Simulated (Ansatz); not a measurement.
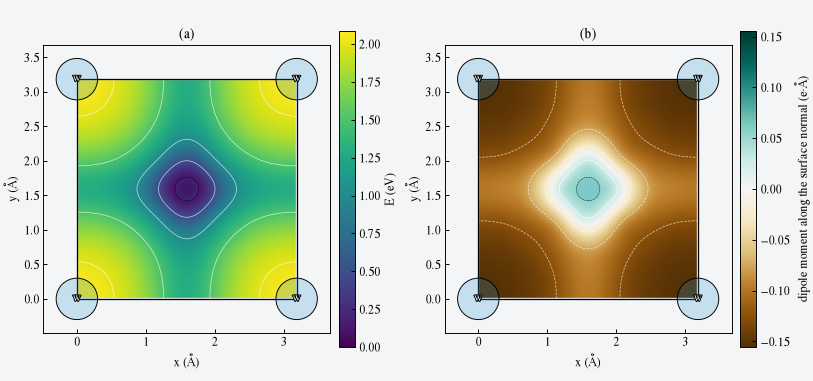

S on a W(100) slab cut from the Im-3m phase, its upper half relaxed before the scan (16 atoms of substrate and one adsorbate in a 2 × 2 cell). 
- S is moved over the surface cell; relaxed at each place: the height of the adsorbate's atoms; substrate rigid; the origin of the map has the adsorbate above W13.
- Places are given modulo a cell vector. The map is drawn in real space over the plane of the surface.
- The scan uses an 8 × 8 grid; 15 points were computed and 49 follow by symmetry.
- Places are given in fractions of the 1 × 1 surface cell.
- Energies are in eV, from the lowest grid point.
- The calculation used Ansatz, DFT PBE, scalar-relativistic, plane waves, PAW. Settings: cutoff 420 eV, k-mesh 4×4×1, gaussian smearing 0.1 eV, no spin polarisation.

Panel (a) is the energy and panel (b) the computed dipole moment along the surface normal on the same grid.

Drawn: a smooth colour map with a few white contour lines, labelled circles for the atoms of the top layer and small ones for the second layer, the outline of one cell of the plane. Between grid points the surface is interpolated.

> How does the dipole moment along the surface normal vary over the map, and what is it at the lowest grid point?

It runs from −0.16 e·Å at the top site over a surface W atom, (0/8, 0/8) of the cell vectors to 0.06 e·Å at a fourfold hollow over a second-layer W atom, (4/8, 4/8) of the cell vectors. At the lowest grid point, a fourfold hollow over a second-layer W atom, (4/8, 4/8) of the cell vectors, it is 0.06 e·Å.
